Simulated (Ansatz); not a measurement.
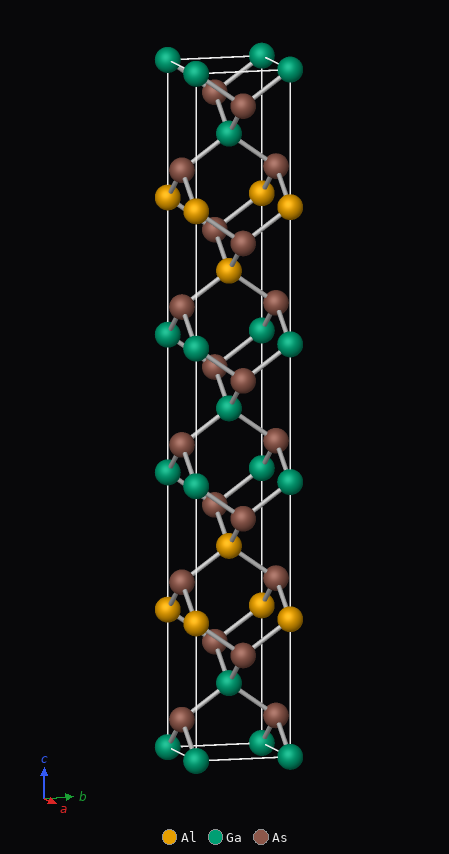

Structure drawing (ball-and-stick), viewed slightly off an axis. Atoms at the boundary of the conventional unit cell (the box) are drawn once for each face, edge or corner they touch. Cell: a = 4.06 Å, b = 4.06 Å, c = 28.70 Å, α = 90.00°, β = 90.00°, γ = 90.00°.

Source of the structure: a structure type filled with these elements by a generator (whether the compound takes this form wasn't checked). Earlier steps of the study, as a rule a relaxation of our own, may have changed the cell and positions, so they can lie some per cent off the listed ones. A calculation with Ansatz used it as input.

**What is this?**

The material is Al₂Ga₃As₅. Space group: I-4m2 (No. 119). Lattice: body-centred tetragonal. The cell holds 20 atoms (4 Al, 6 Ga, 10 As), Z = 2. Each Al is bonded to four As in a tetrahedral arrangement at about 2.5 Å. Ga is coordinated by four As in a tetrahedral arrangement at about 2.5 Å. As takes three kinds of site: 4f with two Al and two Ga in a tetrahedral arrangement (about 2.5 Å to Al, 2.5 Å to Ga); 4f with four Ga in a tetrahedral arrangement at about 2.5 Å; 2d with four Al in a tetrahedral arrangement at about 2.5 Å. The bonds build a three-dimensional framework.

Theory: Ansatz 0.2.0, DFT LDA, scalar-relativistic, plane waves, PAW. Numerical settings: plane-wave cutoff 420 eV, k-points about 0.22 Å⁻¹ apart, Gaussian smearing of 0.02 eV, no spin polarisation.

**Classify it as metallic or gapped, with the value.**

A semiconductor at this level, with a gap of 0.53 eV, direct.

**Predict the Bader charges.**

Al +1.86 e; Ga +0.61 e; As -1.86 to -0.60 e.

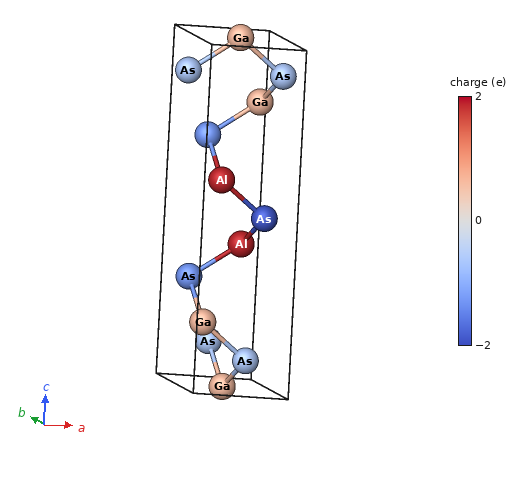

The atoms coloured by those charges. The run's cell of 10 atoms is drawn in a reduced setting, so axes and origin can differ from the first picture.

**Is the structure in equilibrium?**

No. The largest force is 0.11 eV/Å, on As. The pressure is -4.2 GPa, so the cell would contract.

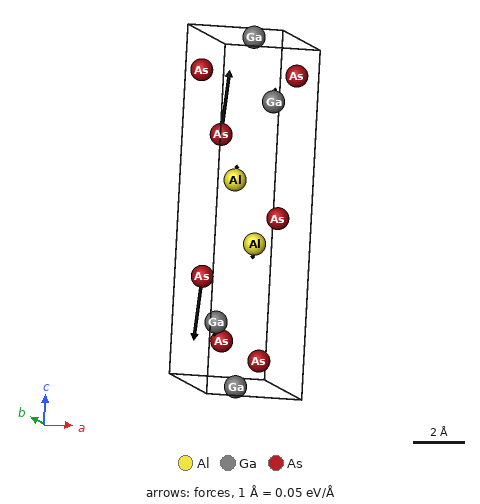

The forces as arrows. The run's cell of 10 atoms is drawn in a reduced setting, so axes and origin can differ from the first picture.
